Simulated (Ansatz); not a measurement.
Read the following structure.

```
CELL_PARAMETERS angstrom
3.08527 0.00000 0.00000
-1.54263 2.67192 0.00000
0.00000 0.00000 30.28443
ATOMIC_POSITIONS crystal
Ta 0.33333 0.66667 0.29319
Ta 0.33333 0.66667 0.04237
Ta 0.66667 0.33333 0.12371
Ta 0.00000 0.00000 0.20563
C 0.33333 0.66667 0.16393
C 0.00000 0.00000 0.00405
C 0.66667 0.33333 0.24879
Ta 0.00000 0.00000 0.62653
Ta 0.00000 0.00000 0.37570
Ta 0.33333 0.66667 0.45704
Ta 0.66667 0.33333 0.53896
C 0.00000 0.00000 0.49726
C 0.66667 0.33333 0.33739
C 0.33333 0.66667 0.58213
Ta 0.66667 0.33333 0.95986
Ta 0.66667 0.33333 0.70904
Ta 0.00000 0.00000 0.79037
Ta 0.33333 0.66667 0.87229
C 0.66667 0.33333 0.83059
C 0.33333 0.66667 0.67072
C 0.00000 0.00000 0.91546
```

**Give a crystallographic description of this input.**

The stoichiometry is Ta4C3. Its lattice is rhombohedral (trigonal R), its space group R3m (No. 160). Cell content 12 Ta, 9 C; Z = 3.

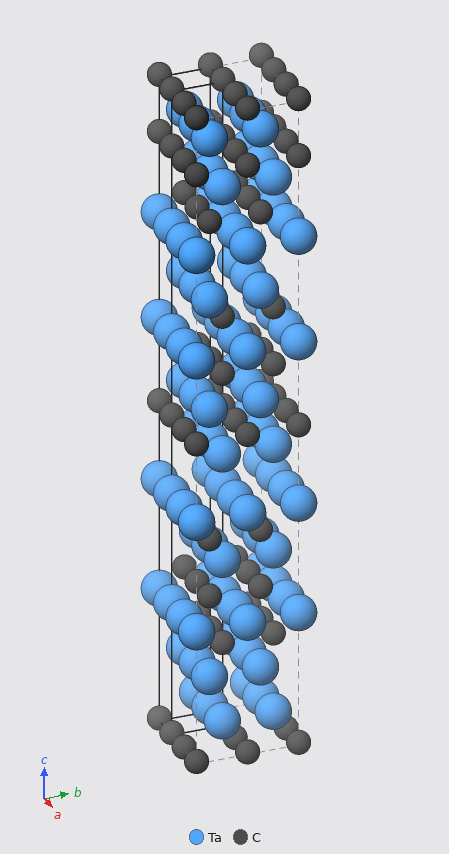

We look at a spheres-only model of the crystal slightly off an axis. The picture spans 3×2×1 cells, one conventional unit cell being drawn with solid lines.

Provenance: a structure listed in the Materials Project. The atoms were relaxed in a fixed cell with Ansatz 0.2.0, DFT LDA, scalar-relativistic, plane waves, PAW.
